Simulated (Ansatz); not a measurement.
BAs

Input file:

```
crystal:
  lattice:
    - [2.12754933, 0.0, 0.0]
    - [0.0, 3.17406294, 0.0]
    - [0.0, 0.0, 4.95098018]
  atoms:
    - { symbol: B, position: [0.0, 0.5, 0.0] }
    - { symbol: As, position: [0.5, 0.5, 0.5] }
hamiltonian:
  xc: pbe
  pseudopotentials: { kind: paw }
kpoints:
  mp_grid: { grid: [12, 8, 6] }
  band_path:
    path:
      - [[0.0, 0.0, 0.0], [0.5, 0.0, 0.0], [0.5, 0.5, 0.0], [0.0, 0.5, 0.0], [0.0, 0.0, 0.0], [0.0, 0.0, 0.5], [0.5, 0.0, 0.5], [0.5, 0.5, 0.5], [0.0, 0.5, 0.5], [0.0, 0.0, 0.5]]
      - [[0.0, 0.5, 0.0], [0.0, 0.5, 0.5]]
      - [[0.5, 0.0, 0.5], [0.5, 0.0, 0.0]]
      - [[0.5, 0.5, 0.0], [0.5, 0.5, 0.5]]
    npoints: 14
scf:
  occupations: { method: fermi_dirac, width: 0.05 }
  n_extra_bands: 6
output:
  forces: true
  stress: true
  eigenvalues: true
  fatbands: false
  write_density: true
  write_potential: true
  elf: true
  volumetric_format: npy
```

Launched as:

```sh
ansatz run input.yaml --threads 2 --pin off --max-ram 5632MiB --backend cpu --events-out ev --progress --plain --runs-dir out
```

Below, planes, directions and counts refer to the conventional cell (a = 2.13 Å, b = 3.17 Å, c = 4.95 Å, α = 90.00°, β = 90.00°, γ = 90.00°).

Space group Pmmm; a generated structure, not necessarily the stable one; computed pressure about 6 GPa in this cell.

Method: Kohn-Sham DFT of a periodic cell, PBE, Ansatz PAW (Ansatz).

Core electrons are frozen (PAW), and the valence fields are smoothed inside the atomic spheres.

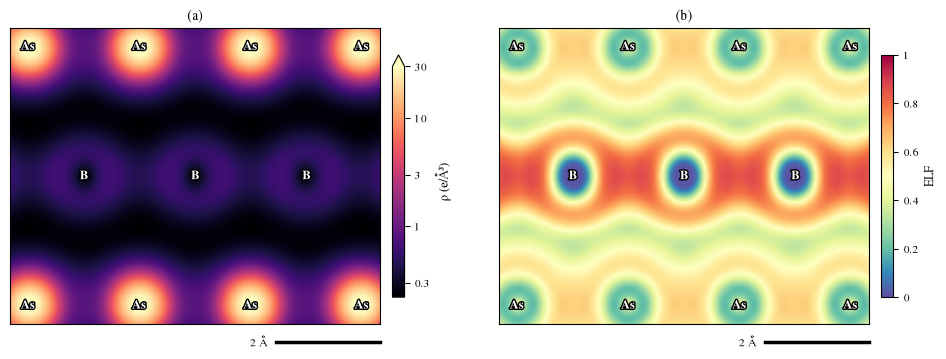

Figure 1. (a) valence charge density (pseudo); (b) electron localisation function on the (010) plane of the conventional cell.

Read the bonding off the picture.

Atoms in the plane: B and As. B–B (2.13 Å): ρ is about 0.46 e/Å³ halfway; the ELF peaks at about 0.85 between the atoms. As–As (2.13 Å): ρ is about 0.84 e/Å³ halfway; the ELF peaks at about 0.65 between the atoms. Between the atoms the lowest density in this plane is 0.22 e/Å³.

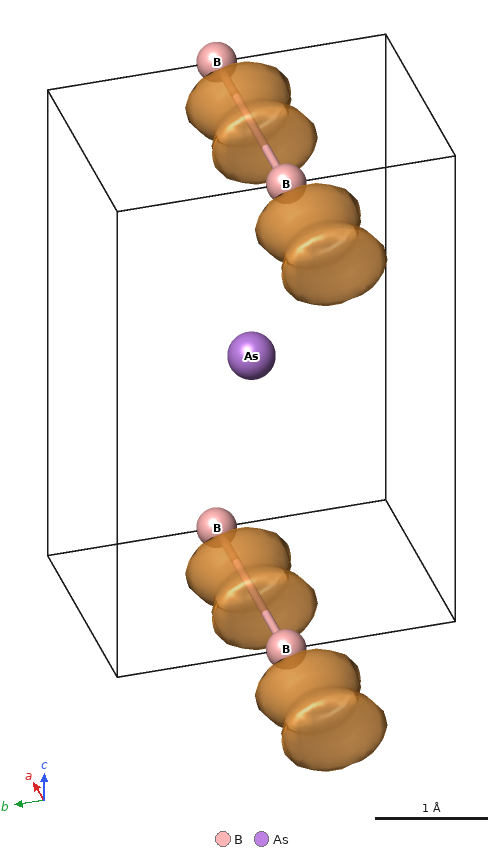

Figure 2. Isosurface of the ELF at 0.8 (orange), seen at an oblique angle. Only the valence region is drawn (cores and ρ < 0.01 e/Å³ removed). Sticks mark near contacts.

What do the ELF domains correspond to?

At this value the surface marks out one region between bonded B–B atoms, counted in one cell of 2 atoms. Regions shared between cells count once.

Does the calculation make it a metal, or give it a gap?

It is gapless in this calculation (a metal or semimetal).
